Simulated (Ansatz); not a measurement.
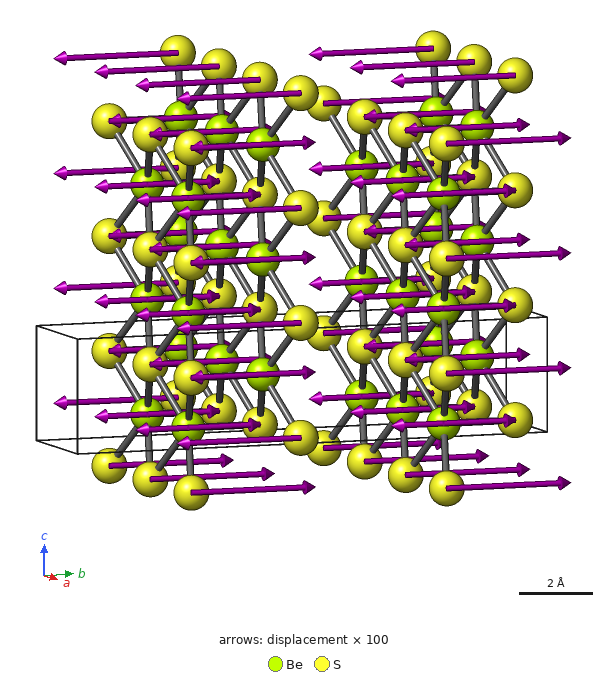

This is a relaxation of a crystal of BeS (a generated structure, set up in Cmcm). The starting structure is drawn; purple arrows show the displacements (the part carried along by the change of the cell is left out), 100 times their true length.

A ball-and-stick model of the conventional cell (2 times the calculation's cell), repeated 2 × 1 × 3 with one cell outlined, seen slightly off an axis. Lengths and directions refer to the drawn axes.

Theory: DFT PBE, scalar-relativistic, plane waves, PAW in Ansatz. (plane-wave cutoff 420 eV; k-point mesh 10 × 10 × 8; occupations gaussian; smearing width 0.02 eV; no spin polarisation; cell and atoms relaxed; force threshold 0.01 eV/Å; at most 80 steps)

Q: What did the optimiser do to the structure, and how much energy did it gain?

A: The largest moves relative to the cell, 0.037 Å, are those of S atoms. Largest moves by element: S 0.037 Å, Be 0.022 Å. The drawn cell changes as follows: a = c 3.172 → 3.173 Å (0.0 %), b 13.759 → 14.172 Å (+3.0 %); the volume changes by +3.1 %. Some distances before and after: Be–S 2.094 → 2.099 Å. The space group stays Cmcm (No. 63). After 5 accepted moves (6 points after the start) the energy has fallen by 0.2 meV per atom. Largest force component: 0.034 eV/Å at the start, 0.0034 eV/Å at the end. Pressure: 0.21 GPa at the start and 0.01 GPa at the end. The SCF was repeated once at an unchanged geometry on a basis and grid sized afresh for the cell, which shifted the energy by less than 0.05 meV per atom at most.
